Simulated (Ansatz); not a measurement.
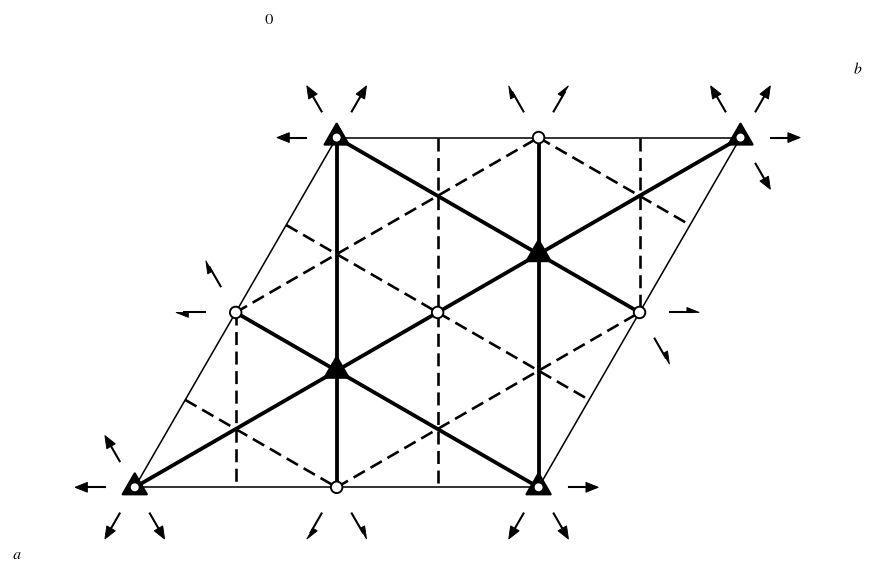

Symmetry elements of a space group, projected down c, computed from the operations of a computed or model structure of composition SnS2.

Symbols follow the International Tables: origin at the upper left, the third axis towards the viewer; heavy, dashed, dotted, dash-dotted and dash-dot-dot lines are mirror, in-plane glide, out-of-plane glide, diagonal (n; with arrows d) and double (e) glide planes seen edge on; arrows at the rim are 2 (full head) and 2₁ (half head) axes in the plane; the corner sign is a plane parallel to the page; fractions are heights. Handed screw axes carry their printed symbol instead of tails.

Question: Give the Hermann–Mauguin symbol and number.

Answer: P-3m1, No. 164; primitive trigonal (hexagonal lattice), point group -3m, 12 general positions a cell.

Question: List the elements shown.

Answer: −3 axes along c at (0, 0); 3 axes along c at (1/3, 2/3), (2/3, 1/3); inversion centres at (0, 0), (0, 1/2), (1/2, 0), (1/2, 1/2); mirror planes holding c and [1 2 0] or [2 1 0] or [−1 1 0]; in-plane glide planes holding c and [1 2 0] or [2 1 0] or [−1 1 0]; 2 axes along [1 1 0] at height 0; 2 axes along a at height 0; 2 axes along b at height 0; 2₁ axes along [1 1 0] at height 0; 2₁ axes along a at height 0; 2₁ axes along b at height 0. Heights repeat every half period; positions are (a, b) fractions, modulo 1.
